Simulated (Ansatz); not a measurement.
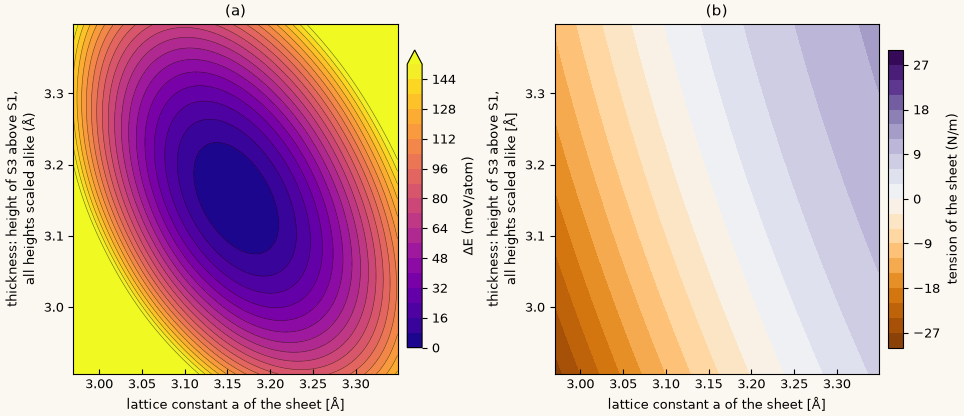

A two-dimensional sheet of WS₂ (3 atoms in the cell). 
- The lattice constant and the thickness of a sheet are varied, nothing relaxed.
- The first coordinate is: lattice constant a of the sheet (both vectors scaled alike); the second: thickness: height of S3 above S1, all heights scaled alike.
- Grid: 7 × 7 points.
- Points are written as (first, second).
- Energies: meV/atom, counted from the lowest grid point.
- The calculation used Ansatz, DFT PBE+D3(BJ), scalar-relativistic, plane waves, PAW. Settings: cutoff 420 eV, k-mesh 12×12×1, gaussian smearing 0.02 eV, no spin polarisation.

Panel (a) is the energy and panel (b) the computed tension of the sheet on the same grid.

The picture shows filled contours, one colour for all values above the top of the scale. Between grid points the surface is interpolated.

**How does the tension of the sheet vary over the map, and what is it at the lowest grid point?**

It runs from −28.4 N/m at (2.970 Å, 2.906 Å) to 12.8 N/m at (3.349 Å, 3.398 Å). At the lowest grid point, (3.160 Å, 3.152 Å), it is 0.0 N/m.

| second ↓, first → | 2.970 | 3.033 | 3.096 | 3.160 | 3.223 | 3.286 | 3.349 |
| --- | --- | --- | --- | --- | --- | --- | --- |
| 3.398 | −11.7 | −5.4 | −0.2 | 4.2 | 7.7 | 10.5 | 12.8 |
| 3.316 | −13.7 | −7.1 | −1.6 | 3.0 | 6.7 | 9.7 | 12.1 |
| 3.234 | −15.9 | −9.0 | −3.2 | 1.6 | 5.5 | 8.7 | 11.3 |
| 3.152 | −18.5 | −11.2 | −5.1 | 0.0 | 4.2 | 7.6 | 10.4 |
| 3.070 | −21.4 | −13.7 | −7.2 | −1.8 | 2.6 | 6.3 | 9.3 |
| 2.988 | −24.7 | −16.5 | −9.7 | −3.9 | 0.9 | 4.8 | 8.0 |
| 2.906 | −28.4 | −19.7 | −12.4 | −6.2 | −1.2 | 3.1 | 6.6 |

PAW datasets: the set soft_1.
